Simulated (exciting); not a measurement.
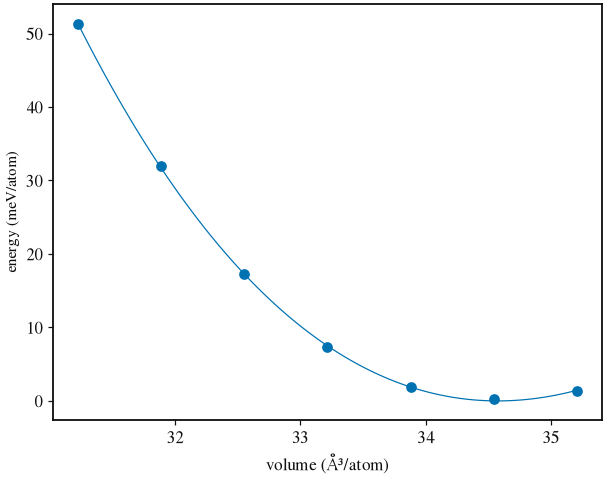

Plotted: energy against volume for HgTe, space group F-43m (No. 216).

Structure:
```yaml
crystal:
  lattice:
    - [0.00000, 3.21450, 3.21450]
    - [3.21450, 0.00000, 3.21450]
    - [3.21450, 3.21450, 0.00000]
  atoms:
    - { symbol: Hg, position: [0.00000, 0.00000, 0.00000] }
    - { symbol: Te, position: [0.75000, 0.75000, 0.75000] }
```

Method: all-electron LAPW DFT, no spin polarisation; energies at scaled volumes of the given cell, shape and fractions fixed, counted from the fit's minimum, third-order Birch-Murnaghan fit (exciting sodium). Level: PBEsol.

- k mesh: 7×7×7
- occupations: Fermi–Dirac
- smearing width: 0.05 eV
- potentials: all electron LAPW+lo, shipped species files
- program settings: rgkmax 9

What equilibrium volume and bulk modulus follow from the curve?

A third-order Birch–Murnaghan fit gives V0 = 34.58 Å³/atom, B0 = 41.6 GPa and B′ = 4.8.

Keep in mind: spin-orbit coupling left out, heavy elements.
